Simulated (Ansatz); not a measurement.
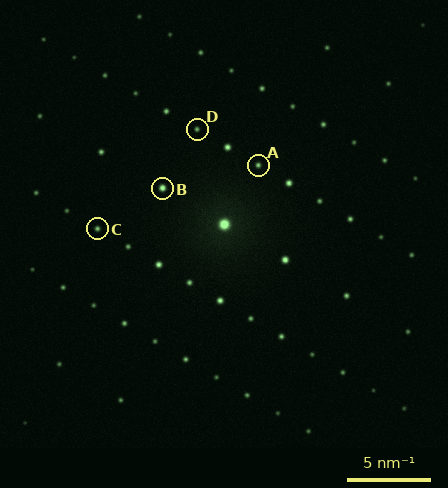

Kinematic zone-axis pattern, calculated for 80 keV electrons with B = 0.3 Å². The zone axis points towards the electron source and the pattern is seen from the source side.

The sample is Ag, space group P6_3/mmc (No. 194), a = 2.82 Å, c = 4.67 Å (hexagonal axes). Structure: the geometry relaxed with DFT, LDA (PW92), plane waves (420 eV) with PAW, scalar-relativistic in Ansatz 0.2.0; the starting structure was generated, so it need not be a known form of this composition.

Spot A is indexed 0 -1 0 and spot B 0 0 -2.

**What are the indices of the remaining marked spots?**

C = −A + (3/2)B = 0 1 -3 (d = 1.312 Å). D = A + B = 0 -1 -2 (d = 1.686 Å).

**Give [uvw].**

The cross product of A and B is parallel to [100]; every spot obeys hu + kv + lw = 0.
